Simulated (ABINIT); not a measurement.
Se: berry calculation

Se (3 atoms in the cell), computed with Kohn-Sham DFT of a periodic cell, LDA, PseudoDojo NC SR LDA v0.4.1 standard, no spin polarisation (ABINIT 10.8.3).

The structure derives from an entry of the Crystallography Open Database.

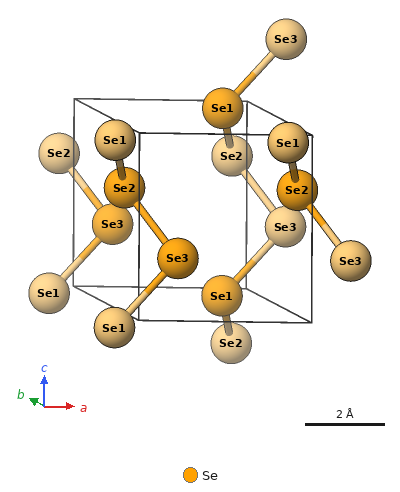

Figure 1. The input geometry (ball-and-stick view of the cell of the calculation, seen slightly off an axis; neighbours outside the cell are drawn fainter; atoms are numbered from 1 in the order of the input). Near neighbours in the crystal (not all of them lie inside the picture): Se has 2 Se at 2.35 to 2.41 Å.

Input file:
```
# Pseudopotentials
pp_dirpath "./"
pseudos "Se.upf"

# Structure
acell 3*1.0 Angstrom
rprim
     4.4655640000     0.0356460000     0.0440820000
    -2.2019120000     3.6955360000    -0.0227450000
     0.0500120000    -0.0009220000     4.9327360000
ntypat 1
znucl 34
natom 3
typat 1 1 1
chkprim 0
chksymtnons 0
tolsym 1.0e-6
xred
   0.7746000000   0.7746000000            0.0
            0.0   0.2254000000            2/3
   0.2254000000            0.0            1/3

# Plane-wave basis
ecut 40.0

# k points
kptopt 3
ngkpt 5 5 4
nshiftk 1
shiftk 0.0 0.0 0.0
istwfk *1

# Exchange and correlation
ixc 7

# Bands and occupations
nband 24
occopt 1

# SCF cycle
nstep 80
diemac 6.0
tolvrs 1.0e-13

# Output
iomode 3
prteig 0
prtebands 0
prtwf 0
prtden 0

# Berry phase
berryopt -1
rfdir 1 1 1
```

Hardware: 1 thread of Arm Neoverse V1, 24 GiB of memory available, shared host.

Run as:
```bash
abinit run.abi > log 2>&1
```

Log:
```
.Version 10.8.3 of ABINIT
 Symmetries : space group P1 (#  1); Bravais aP (primitive triclinic)
================================================================================
 Values of the parameters that define the memory need of the present run
     intxc =       0    ionmov =       0      iscf =       7    lmnmax =       6
     lnmax =       6     mgfft =      54  mpssoang =       3    mqgrid =    3001
     natom =       3  nloc_mem =       1    nspden =       1   nspinor =       1
    nsppol =       1      nsym =       1    n1xccc =    2501    ntypat =       1
    occopt =       1   xclevel =       1
       mpw =        6690          nfft =      129600          nkpt =         100
================================================================================
================================================================================

--------------------------------------------------------------------------------
------------- Echo of variables that govern the present computation ------------
--------------------------------------------------------------------------------
 -outvars: echo values of preprocessed input variables --------
            acell      1.8897261259E+00  1.8897261259E+00  1.8897261259E+00 Bohr
              amu      7.89600000E+01
         berryopt          -1
          chkprim           0
      chksymtnons           0
           diemac      6.00000000E+00
             ecut      4.00000000E+01 Hartree
                       outvar_i_n : Printing only first  50 k-points.
              ixc           7
                       outvar_i_n : Printing only first  50 k-points.
           kptopt           3
         kptrlatt        5    0    0      0    5    0      0    0    4
          kptrlen      3.72879974E+01
            natom           3
            nband          24
            ngfft          50      48      54
             nkpt         100
            nstep          80
             nsym           1
           ntypat           1
           prtden           0
        prtebands           0
           prteig           0
            prtwf           0
            rprim      4.4655640000E+00  3.5646000000E-02  4.4082000000E-02
                      -2.2019120000E+00  3.6955360000E+00 -2.2745000000E-02
                       5.0012000000E-02 -9.2200000000E-04  4.9327360000E+00
          spgroup           1
           tolsym      1.00000000E-06
           tolvrs      1.00000000E-13
            typat      1  1  1
                       outvars : Printing only first  50 k-points.
           xangst      1.7534248392E+00  2.8901735772E+00  1.6527640200E-02
                      -4.6296963147E-01  8.3235914773E-01  3.2833639437E+00
                       1.0232087923E+00  7.7272750667E-03  1.6541814161E+00
            xcart      3.3134927285E+00  5.4616365172E+00  3.1232713486E-02
                      -8.7488580808E-01  1.5729308276E+00  6.2046586252E+00
                       1.9335843870E+00  1.4602433576E-02  3.1259498391E+00
             xred      7.7460000000E-01  7.7460000000E-01 -2.8554674631E-19
                       1.4066670694E-17  2.2540000000E-01  6.6666666667E-01
                       2.2540000000E-01  2.0372015303E-20  3.3333333333E-01
            znucl       34.00000

================================================================================

 chkinp: Checking input parameters for consistency.

================================================================================
== DATASET  1 ==================================================================

--- !DatasetInfo
iteration_state: {dtset: 1, }
dimensions: {natom: 3, nkpt: 100, mband: 24, nsppol: 1, nspinor: 1, nspden: 1, mpw: 6690, }
cutoff_energies: {ecut:  40.0, pawecutdg:  -1.0, }
electrons: {nelect:   4.80000000E+01, charge:   0.00000000E+00, occopt:   1.00000000E+00, tsmear:   1.00000000E-02, }
meta: {optdriver: 0, ionmov: 0, optcell: 0, iscf: 7, paral_kgb: 0, }
...

 Exchange-correlation functional for the present dataset will be:
  LDA: Perdew-Wang 92 LSD fit to Ceperley-Alder data - ixc=7
  J.P.Perdew and Y.Wang, PRB 45, 13244 (1992)

 Real(R)+Recip(G) space primitive vectors, cartesian coordinates (Bohr,Bohr^-1):
 R(1)=  8.4386930  0.0673612  0.0833029  G(1)=  0.1179525  0.0702724 -0.0011828
 R(2)= -4.1610106  6.9835509 -0.0429818  G(2)= -0.0011380  0.1425158  0.0000382
 R(3)=  0.0945090 -0.0017423  9.3215201  G(3)= -0.0010593  0.0000291  0.1072894
 Unit cell volume ucvol=  5.5189367E+02 bohr^3
 Angles (23,13,12)=  9.06094580E+01  8.88536525E+01  1.20331777E+02 degrees

 getcut: wavevector=  0.0000  0.0000  0.0000  ngfft=  50  48  54
         ecut(hartree)=     40.000   => boxcut(ratio)=   2.03506

--- Pseudopotential description ------------------------------------------------
- pspini: atom type   1  psp file is ./Se.upf
  34.00000  16.00000  180309                  znucl, zion, pspdat
12 -1012 2 -1 1198                            pspcod,pspxc,lmax,lloc,mmax
     nproj     2     2     2

   4.08629876E+03                                ecore*ucvol(ha*bohr**3)
--------------------------------------------------------------------------------

  initberry: for direction 1, nkstr =   5, nstr =     20
  initberry: for direction 2, nkstr =   5, nstr =     20
  initberry: for direction 3, nkstr =   4, nstr =     25

================================================================================

--- !BeginCycle
iteration_state: {dtset: 1, }
solver: {iscf: 7, nstep: 80, nline: 4, wfoptalg: 0, }
tolerances: {tolvrs: 1.00E-13, }
...

     iter   Etot(hartree)      deltaE(h)  residm     vres2
 ETOT  1  -356.49484740095    -3.565E+02 2.270E+00 1.126E+03
 ETOT  2  -363.27238079264    -6.778E+00 1.278E-01 1.600E+03
 ETOT  3  -363.48918703935    -2.168E-01 2.486E-02 3.231E+02
 ETOT  4  -363.51214552540    -2.296E-02 5.897E-04 1.714E+02
 ETOT  5  -363.53015705352    -1.801E-02 1.372E-04 4.741E+01
 ETOT  6  -363.53692200703    -6.765E-03 3.416E-05 9.353E-01
 ETOT  7  -363.53706265788    -1.407E-04 4.004E-06 4.971E-03
 ETOT  8  -363.53706330011    -6.422E-07 2.259E-07 4.770E-04
 ETOT  9  -363.53706336912    -6.901E-08 5.220E-08 3.851E-05
 ETOT 10  -363.53706337554    -6.422E-09 5.526E-09 5.412E-07
 ETOT 11  -363.53706337577    -2.286E-10 1.343E-09 4.884E-08
 ETOT 12  -363.53706337580    -3.411E-11 1.553E-10 1.443E-08
 ETOT 13  -363.53706337581    -5.684E-12 3.469E-11 4.986E-10
 ETOT 14  -363.53706337581    -1.251E-12 4.237E-12 1.560E-11
 ETOT 15  -363.53706337580     6.651E-12 9.380E-13 6.208E-12
 ETOT 16  -363.53706337580    -4.377E-12 1.141E-13 2.382E-13
 ETOT 17  -363.53706337581    -3.183E-12 2.533E-14 5.913E-14

 At SCF step   17       vres2   =  5.91E-14 < tolvrs=  1.00E-13 =>converged.

 Computing the polarization (Berry phase) for reciprocal vector:
  0.20000  0.00000  0.00000 (in reduced coordinates)
  0.02359  0.01405 -0.00024 (in cartesian coordinates - atomic units)
 Number of strings:    20
 Number of k points in string:    5

 Summary of the results
 Electronic Berry phase    -1.197029454E-02
            Ionic phase    -2.220446049E-16
            Total phase    -1.197029454E-02
    Remapping in [-1,1]    -1.197029454E-02

           Polarization    -1.579669125E-04 (a.u. of charge)/bohr^2
           Polarization    -9.038039983E-03 C/m^2

 Computing the polarization (Berry phase) for reciprocal vector:
  0.00000  0.20000  0.00000 (in reduced coordinates)
 -0.00023  0.02850  0.00001 (in cartesian coordinates - atomic units)
 Number of strings:    20
 Number of k points in string:    5

 Summary of the results
 Electronic Berry phase     6.391708039E-03
            Ionic phase     3.108950421E-15
            Total phase     6.391708039E-03
    Remapping in [-1,1]     6.391708039E-03

           Polarization     8.126145829E-05 (a.u. of charge)/bohr^2
           Polarization     4.649355346E-03 C/m^2

 Computing the polarization (Berry phase) for reciprocal vector:
  0.00000  0.00000  0.25000 (in reduced coordinates)
 -0.00026  0.00001  0.02682 (in cartesian coordinates - atomic units)
 Number of strings:    25
 Number of k points in string:    4

 Summary of the results
 Electronic Berry phase     9.996584422E-01
            Ionic phase    -8.881784197E-16
            Total phase     9.996584422E-01
    Remapping in [-1,1]     9.996584422E-01

           Polarization     1.688178182E-02 (a.u. of charge)/bohr^2
           Polarization     9.658872018E-01 C/m^2

 Polarization in cartesian coordinates (a.u.):
 (the sum of the electronic and ionic Berry phase has been folded into [-1, 1])
     Electronic berry phase:       -0.600349392E-04   0.762624319E-04   0.168819918E-01
     Ionic:                        -0.269872328E-16   0.393157328E-16  -0.152770340E-16
     Total:                        -0.600349392E-04   0.762624319E-04   0.168819918E-01

 Polarization in cartesian coordinates (C/m^2):
 (the sum of the electronic and ionic Berry phase has been folded into [-1, 1])
     Electronic berry phase:       -0.343488501E-02   0.436333722E-02   0.965899218E+00
     Ionic:                        -0.154406822E-14   0.224944047E-14  -0.874071930E-15
     Total:                        -0.343488501E-02   0.436333722E-02   0.965899218E+00

 Cartesian components of stress tensor (hartree/bohr^3)
  sigma(1 1)=  8.10613433E-05  sigma(3 2)=  2.67705453E-05
  sigma(2 2)=  4.42046332E-05  sigma(3 1)=  4.17348118E-05
  sigma(3 3)=  2.00155638E-06  sigma(2 1)=  2.04556668E-05

--- !ResultsGS
iteration_state: {dtset: 1, }
comment   : Summary of ground state results
lattice_vectors:
- [  8.4386930,   0.0673612,   0.0833029, ]
- [ -4.1610106,   6.9835509,  -0.0429818, ]
- [  0.0945090,  -0.0017423,   9.3215201, ]
lattice_lengths: [   8.43937,    8.12932,    9.32200, ]
lattice_angles: [ 90.609,  88.854, 120.332, ] # degrees, (23, 13, 12)
lattice_volume:   5.5189367E+02
convergence: {deltae: -3.183E-12, res2:  5.913E-14, residm:  2.533E-14, diffor: null, }
etotal    :  -3.63537063E+02
entropy   :   0.00000000E+00
fermie    :   1.05850571E-01
cartesian_stress_tensor: # hartree/bohr^3
- [  8.10613433E-05,   2.04556668E-05,   4.17348118E-05, ]
- [  2.04556668E-05,   4.42046332E-05,   2.67705453E-05, ]
- [  4.17348118E-05,   2.67705453E-05,   2.00155638E-06, ]
pressure_GPa:  -1.2481E+00
xred      :
- [  7.7460E-01,   7.7460E-01,  -2.8555E-19, Se]
- [  1.4067E-17,   2.2540E-01,   6.6667E-01, Se]
- [  2.2540E-01,   2.0372E-20,   3.3333E-01, Se]
cartesian_forces: # hartree/bohr
- [  1.25324149E-03,  -5.24574122E-03,   5.74895224E-03, ]
- [ -3.47011195E-03,   7.99873895E-03,  -3.82148718E-05, ]
- [  2.21687046E-03,  -2.75299773E-03,  -5.71073737E-03, ]
force_length_stats: {min:   6.71610248E-03, max:   8.71911475E-03, mean:   7.77267941E-03, }
...

 Integrated electronic density in atomic spheres:
 ------------------------------------------------
 Atom  Sphere_radius  Integrated_density
    1        2.00000         13.17997812
    2        2.00000         13.19042951
    3        2.00000         13.17551826
================================================================================

 ----iterations are completed or convergence reached----

 Mean square residual over all n,k,spin=   16.763E-18; max=  25.329E-15
 reduced coordinates (array xred) for    3 atoms
       0.774600000000      0.774600000000     -0.000000000000
       0.000000000000      0.225400000000      0.666666666667
       0.225400000000      0.000000000000      0.333333333333
 rms dE/dt=  4.0102E-02; max dE/dt=  5.3018E-02; dE/dt below (all hartree)
    1      -0.010701334395      0.042095799541     -0.053716529920
    2       0.028747519112     -0.070300369112      0.000698140184
    3      -0.018046392119      0.028204710487      0.053018468678

 cartesian coordinates (angstrom) at end:
    1      1.75342483920000     2.89017357720000     0.01652764020000
    2     -0.46296963146667     0.83235914773333     3.28336394366667
    3      1.02320879226667     0.00772727506667     1.65418141613333

 cartesian forces (hartree/bohr) at end:
    1      0.00125324148953    -0.00524574122039     0.00574895224496
    2     -0.00347011195416     0.00799873894691    -0.00003821487184
    3      0.00221687046463    -0.00275299772652    -0.00571073737312
 frms,max,avg= 4.5125487E-03 7.9987389E-03   8.236E-09 -1.837E-09 -2.907E-09 h/b

 cartesian forces (eV/Angstrom) at end:
    1      0.06444426848255    -0.26974685918110     0.29562301045904
    2     -0.17844033117836     0.41131169413260    -0.00196508771961
    3      0.11399606269581    -0.14156483495150    -0.29365792273943
 frms,max,avg= 2.3204458E-01 4.1131169E-01   4.235E-07 -9.446E-08 -1.495E-07 e/A
 length scales=  1.889726125908  1.889726125908  1.889726125908 bohr
              =  1.000000000000  1.000000000000  1.000000000000 angstroms
 Fermi (or HOMO) energy (hartree) =   0.10585   Average Vxc (hartree)=  -0.36488
 Eigenvalues (hartree) for nkpt= 100  k points:
 kpt#   1, nband= 24, wtk=  0.01000, kpt=  0.0000  0.0000  0.0000 (reduced coord)
  -1.67521   -1.67444   -1.67328   -1.67251   -1.67219   -1.67082   -1.66597   -1.66406
  -1.66375   -1.66363   -1.66185   -1.66183   -1.66158   -1.65979   -1.65930   -0.47826
  -0.33016   -0.32282   -0.03695   -0.03472   -0.03234    0.03034    0.03233    0.09192
 prteigrs : prtvol=0 or 1, do not print more k-points.

--- !EnergyTerms
iteration_state     : {dtset: 1, }
comment             : Components of total free energy in Hartree
kinetic             :  2.34982937704182E+02
hartree             :  1.14928737825975E+02
xc                  : -7.14927123329006E+01
Ewald energy        : -1.82925084975904E+02
psp_core            :  7.40414142988428E+00
local_psp           : -3.13580716344233E+02
non_local_psp       : -1.52854366682812E+02
total_energy        : -3.63537063375808E+02
total_energy_eV     : -9.89234744624878E+03
band_energy         : -5.22968648195148E+01
...

 Cartesian components of stress tensor (hartree/bohr^3)
  sigma(1 1)=  8.10613433E-05  sigma(3 2)=  2.67705453E-05
  sigma(2 2)=  4.42046332E-05  sigma(3 1)=  4.17348118E-05
  sigma(3 3)=  2.00155638E-06  sigma(2 1)=  2.04556668E-05

-Cartesian components of stress tensor (GPa)         [Pressure= -1.2481E+00 GPa]
- sigma(1 1)=  2.38490706E+00  sigma(3 2)=  7.87616634E-01
- sigma(2 2)=  1.30054521E+00  sigma(3 1)=  1.22788055E+00
- sigma(3 3)=  5.88878217E-02  sigma(2 1)=  6.01826495E-01

== END DATASET(S) ==============================================================
================================================================================

 -outvars: echo values of variables after computation  --------
            acell      1.8897261259E+00  1.8897261259E+00  1.8897261259E+00 Bohr
           etotal     -3.6353706338E+02
            fcart      1.2532414895E-03 -5.2457412204E-03  5.7489522450E-03
                      -3.4701119542E-03  7.9987389469E-03 -3.8214871838E-05
                       2.2168704646E-03 -2.7529977265E-03 -5.7107373731E-03
            rprim      4.4655640000E+00  3.5646000000E-02  4.4082000000E-02
                      -2.2019120000E+00  3.6955360000E+00 -2.2745000000E-02
                       5.0012000000E-02 -9.2200000000E-04  4.9327360000E+00
           strten      8.1061343298E-05  4.4204633202E-05  2.0015563754E-06
                       2.6770545280E-05  4.1734811779E-05  2.0455666808E-05
           xangst      1.7534248392E+00  2.8901735772E+00  1.6527640200E-02
                      -4.6296963147E-01  8.3235914773E-01  3.2833639437E+00
                       1.0232087923E+00  7.7272750667E-03  1.6541814161E+00
             xred      7.7460000000E-01  7.7460000000E-01 -2.8554674631E-19
                       1.4066670694E-17  2.2540000000E-01  6.6666666667E-01
                       2.2540000000E-01  2.0372015303E-20  3.3333333333E-01
 Calculation completed.
```

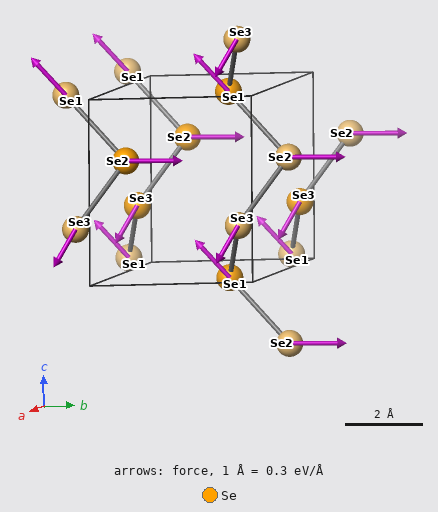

Figure 2. Forces on the atoms as pink arrows (ball-and-stick view of the cell of the calculation, seen slightly off an axis; neighbours outside the cell are drawn fainter; atoms are numbered from 1 in the order of the input). The largest act on Se2 (0.45 eV/Å); Se1 (0.41 eV/Å); Se3 (0.35 eV/Å). The geometry is not a stationary point of this energy.

Key numbers:

```tsv
quantity	value
outcome	converged
space group (tolerance 0.01 Å)	P1 (1)
electrons treated	48
free energy	−9892.3474 eV
Fermi energy of the self-consistent step	2.880 eV
pressure	−1.25 GPa
largest force (length of the vector)	0.448 eV/Å
wall time	14 min
peak memory	0.35 GiB
```
